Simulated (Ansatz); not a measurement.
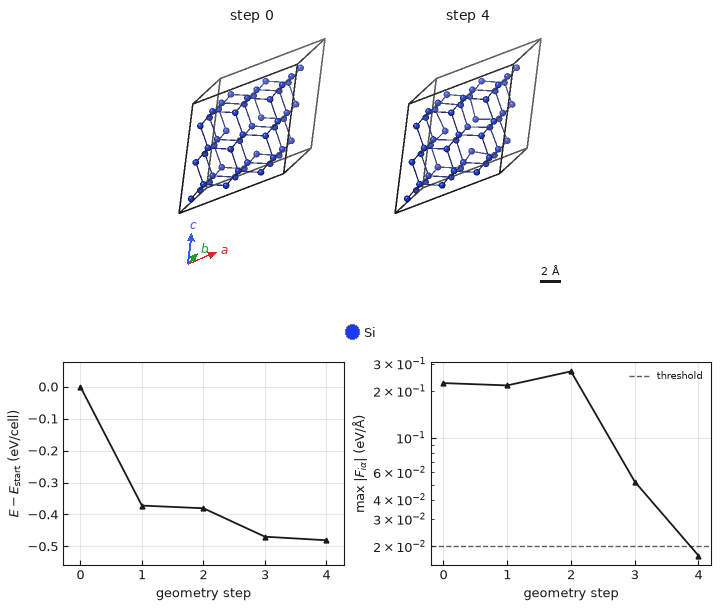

First and last geometry of a relaxation of a defect cell of composition Si (cell charge −2), with the history of the run. A ball-and-stick model of the cell of the calculation (origin shifted), seen slightly off an axis.

Case: Si on a Si site beside a Si vacancy, charge -2, atoms relaxed.

The calculation used DFT PBE, scalar-relativistic, plane waves, PAW in Ansatz. Settings: plane-wave cutoff 420 eV; k-point mesh 2 × 2 × 2; occupations gaussian; smearing width 0.02 eV; no spin polarisation; atoms relaxed in a fixed cell; force threshold 0.02 eV/Å; at most 60 steps.

### Did the run converge, and what did it change?

It converged. The largest moves, 0.30 Å, are those of Si atoms. The cell stays as it was. Among the contacts that change: Si–Si 2.369 → 2.403 Å, Si–Si 2.369 → 2.378 Å. Bond angles that change, for instance: Si–Si–Si 109.5° → 118.1°, Si–Si–Si 109.5° → 102.2°, Si–Si–Si 109.5° → 113.7°. Over 4 geometry steps the energy falls by 0.481 eV per cell of the calculation. The largest force component goes from 0.23 to 0.017 eV/Å.

```tsv
step	E − E(0), meV/atom	largest force component, eV/Å
0	0.00	0.2252
1	-7.02	0.2175
2	-7.18	0.2678
3	-8.86	0.0522
4	-9.07	0.0174
```

Limits of the set-up: the cell is charged, on a uniform background, and energies carry no finite-size correction.
